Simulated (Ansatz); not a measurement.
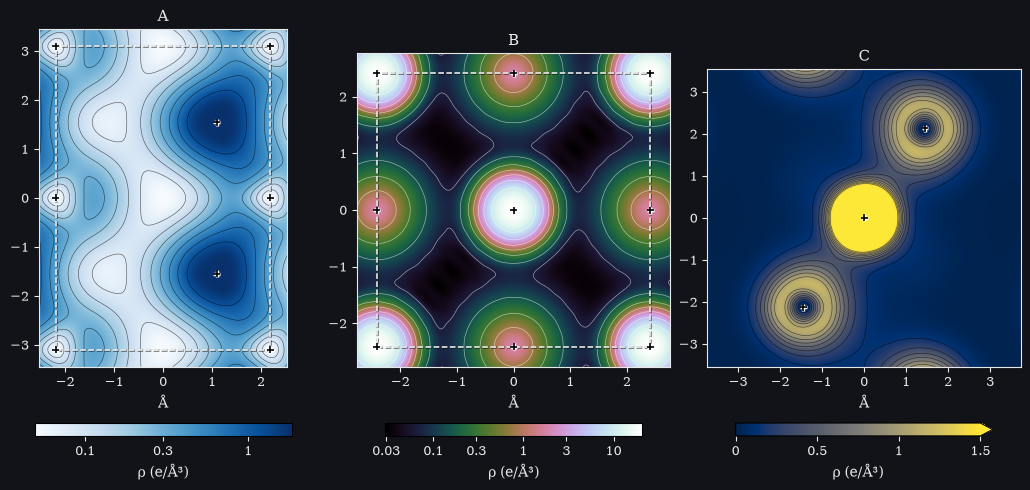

The valence electron density of 3 systems, each on a plane through atoms (crosses mark nuclei in the plane).

Computed with Ansatz, DFT PBE, scalar-relativistic, plane waves, PAW.

System 1: NaH, the (001) plane of the conventional cell. Space group Fm-3m; a structure from a database of computed crystals, not necessarily the ambient phase.

```
CELL_PARAMETERS angstrom
4.83091 0.00000 0.00000
0.00000 4.83091 0.00000
0.00000 0.00000 4.83091
ATOMIC_POSITIONS crystal
Na 0.00000 0.00000 0.00000
Na 0.50000 0.50000 0.00000
Na 0.50000 0.00000 0.50000
Na 0.00000 0.50000 0.50000
H 0.50000 0.00000 0.00000
H 0.00000 0.50000 0.00000
H 0.00000 0.00000 0.50000
H 0.50000 0.50000 0.50000
```

System 2: SiC, the (101) plane of the conventional cell. Space group F-43m; a structure from a database of computed crystals, not necessarily the ambient phase.

System 3: ZrS$_{2}$, the (110) plane of the conventional cell. Space group P-3m1; a structure from a database of computed crystals, not necessarily the ambient phase.

```
CELL_PARAMETERS angstrom
3.68521 0.00000 0.00000
-1.84260 3.19148 0.00000
0.00000 0.00000 6.75791
ATOMIC_POSITIONS crystal
Zr 0.00000 0.00000 0.00000
S 0.66667 0.33333 0.78568
S 0.33333 0.66667 0.21432
```

Which map belongs to which system?

Panel A is system 2, SiC: the plane holds Si and C. Si–C (1.90 Å): ρ is about 0.87 e/Å³ halfway. Panel B is system 1, NaH: the plane holds Na and H. Na–H (2.42 Å): ρ is about 0.08 e/Å³ halfway. Panel C is system 3, ZrS$_{2}$: the plane holds Zr and S. Zr–S (2.57 Å): ρ at the midpoint is about 0.43 e/Å³.
